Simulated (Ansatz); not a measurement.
# MgS: what the fields show

```cif
data_structure
_symmetry_space_group_name_H-M 'P 1'
_symmetry_Int_Tables_number 1
_cell_length_a 4.0378
_cell_length_b 4.0378
_cell_length_c 16.3721
_cell_angle_alpha 90.000
_cell_angle_beta 90.000
_cell_angle_gamma 120.000
_cell_volume 231.16
loop_
_atom_site_label
_atom_site_type_symbol
_atom_site_fract_x
_atom_site_fract_y
_atom_site_fract_z
_atom_site_occupancy
Mg1 Mg 0.00000 0.00000 0.00037 1
S1 S 0.00000 0.00000 0.15089 1
Mg2 Mg 0.33333 0.66667 0.19959 1
S2 S 0.33333 0.66667 0.35015 1
Mg3 Mg 0.00000 0.00000 0.39881 1
S3 S 0.00000 0.00000 0.54983 1
Mg4 Mg 0.66667 0.33333 0.59936 1
S4 S 0.66667 0.33333 0.75034 1
Mg5 Mg 0.33333 0.66667 0.79985 1
S5 S 0.33333 0.66667 0.95083 1
```

Space group P3m1; a generated structure, not necessarily the stable one.

Computed with Ansatz, DFT PBE, scalar-relativistic, plane waves, PAW.

The density is the valence pseudo-density of a PAW calculation; it isn't the true density close to the nuclei.

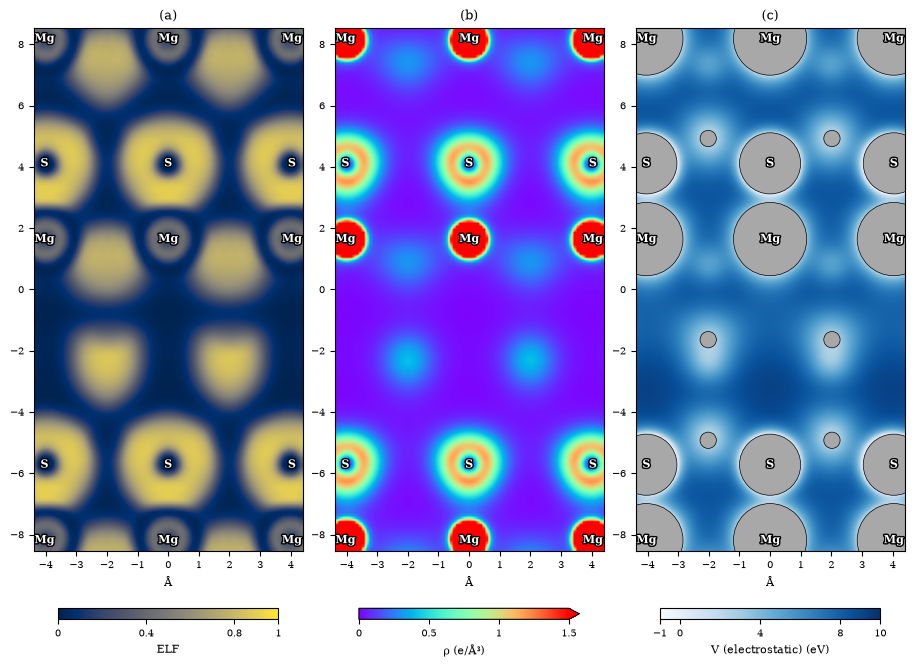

Figure 1. (a) electron localisation function; (b) valence pseudo-density; (c) electrostatic potential energy of an electron on the (100) plane of the conventional cell. Grey discs cover the atomic cores in the potential map.

**What do the fields say about this system?**

The section cuts through Mg and S sites.
Mg–S (2.46 Å): ρ is about 0.36 e/Å³ halfway; the ELF peaks at about 0.90 in the valence shell of S, 0.9 Å from its nucleus, and falls to about 0.05 next to Mg: a closed-shell, largely ionic contact.
Between the atoms the lowest density in this plane is 0.01 e/Å³.
Outside the cores the potential energy rises away from the atoms and is highest about 2.4 Å from the nearest atoms; its zero is arbitrary.

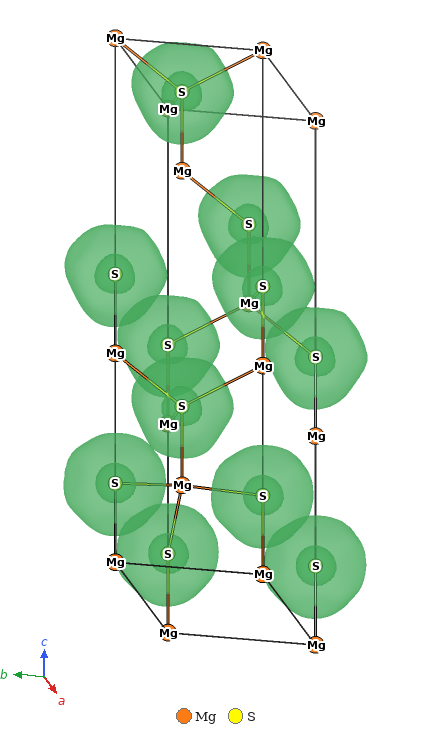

Figure 2. Isosurface of the ELF at 0.7 (green), seen at an oblique angle. Only the valence region is drawn (cores and ρ < 0.01 e/Å³ removed). Sticks mark near contacts.

**What do the ELF domains correspond to?**

At this value the surface marks out five regions wrapped around S (the valence shell of each), counted in one cell of 10 atoms. Regions shared between cells count once.

**Metal or insulator at this level of theory?**

It is gapped, with a Kohn–Sham gap of 3.4 eV on the k-point mesh, an upper bound to the gap of this method.
